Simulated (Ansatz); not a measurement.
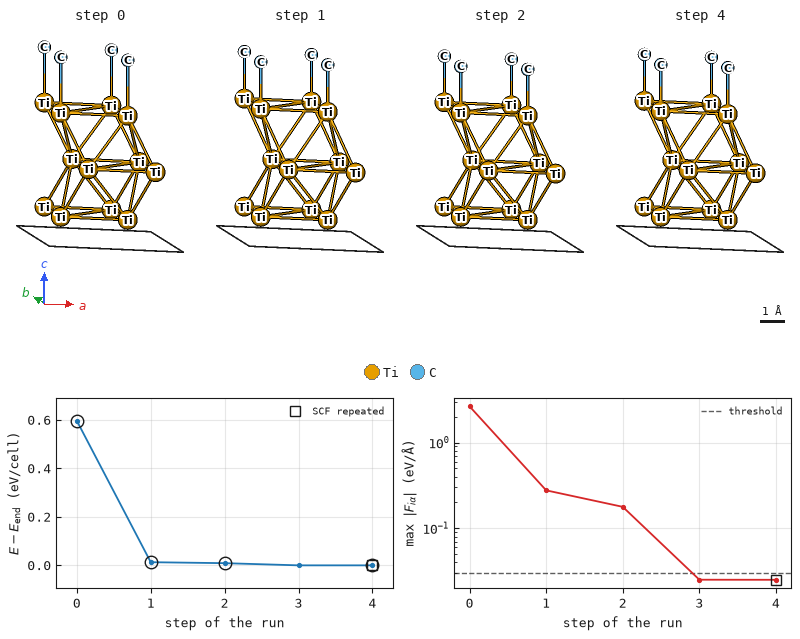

Frames of a constrained relaxation of a slab of composition Ti₃C (cut from the P6_3/mmc phase), marked on the history of the run. Style: ball-and-stick. Shown: the 2 × 2 repeat of the cell, outlined in the plane, without the vacuum, slightly off an axis.

Case: C put at a top Ti site. The slab is the (0 0 1) face of Ti with C on it. 1 atoms are held fixed.

The calculation used Ansatz, DFT r2SCAN, scalar-relativistic, plane waves, PAW. Set-up: plane-wave cutoff 500 eV; k-point mesh 12 × 12 × 1; occupations gaussian; smearing width 0.1 eV; no spin polarisation; dipole correction; atoms relaxed in a fixed cell; force threshold 0.03 eV/Å; at most 70 steps.

Question: What happens along the run?

Answer: The C atom moves most: 0.31 Å along the normal (−c). By element the largest moves are C 0.31 Å, Ti 0.07 Å. The lattice vectors keep their values. Some distances before and after: C–Ti 2.360 → 1.975 Å, Ti–Ti 2.786 → 2.881 Å, Ti–Ti 2.787 → 2.750 Å. Over 3 accepted moves (4 points after the start) the energy falls by 0.597 eV per cell of the calculation. The largest force component goes from 2.6 to 0.025 eV/Å. 1 step only repeated the SCF at the same geometry. From step 0 to 1: the C atom moves most (0.19 Å), energy −0.584 eV per cell of the calculation. From step 1 to 2: the C atom moves most (0.19 Å), energy −4.0 meV per cell of the calculation. From step 2 to 4: the C atom moves most (0.07 Å), energy −9.0 meV per cell of the calculation.

```tsv
step	E − E(0), meV/atom	largest force component, eV/Å	note
0	0.00	2.6369	
1	-145.89	0.2768	
2	-146.88	0.1778	
3	-149.14	0.0251	
4	-149.14	0.0251	same geometry, SCF repeated
```

Limits of the set-up: the periodic images lie only 2.9 Å apart, so the values are limited by the cell's size.
